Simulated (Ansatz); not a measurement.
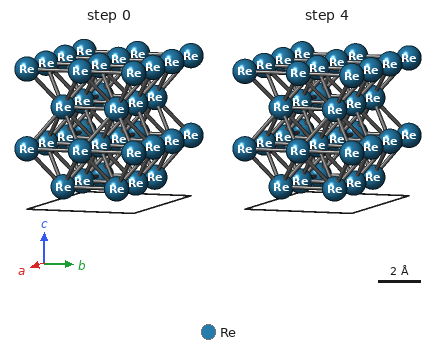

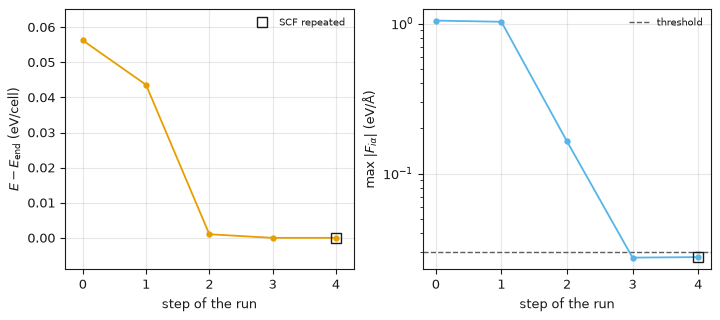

First and last geometry of a constrained relaxation of a slab of composition Re (cut from the Fm-3m phase), with the history of the run. The picture is a ball-and-stick view of the 3 × 2 repeat of the cell, outlined in the plane, without the vacuum, seen slightly off an axis.

Case: clean slab, lower half held. The slab is the (1 0 0) face of Re. 2 atoms are held fixed.

Theory: Ansatz, DFT PBEsol, scalar-relativistic, plane waves, PAW. Set-up: plane-wave cutoff 420 eV; k-point mesh 10 × 10 × 1; occupations gaussian; smearing width 0.1 eV; no spin polarisation; dipole correction; atoms relaxed in a fixed cell; force threshold 0.03 eV/Å; at most 70 steps.

Did the run converge, and what did it change?

It converged. The energy falls by 56.2 meV per cell of the calculation in 3 accepted moves (4 points after the start). Largest force component: 1 eV/Å at the start, 0.028 eV/Å at the end. 1 step only repeated the SCF at the same geometry. The atom that moves furthest is a Re atom (0.11 Å along the normal (−c)). The cell doesn't change. Near-neighbour distances that change, for instance: Re–Re 2.744 → 2.678 Å, Re–Re 2.744 → 2.732 Å. The run took roughly 50 core-seconds on a shared host.
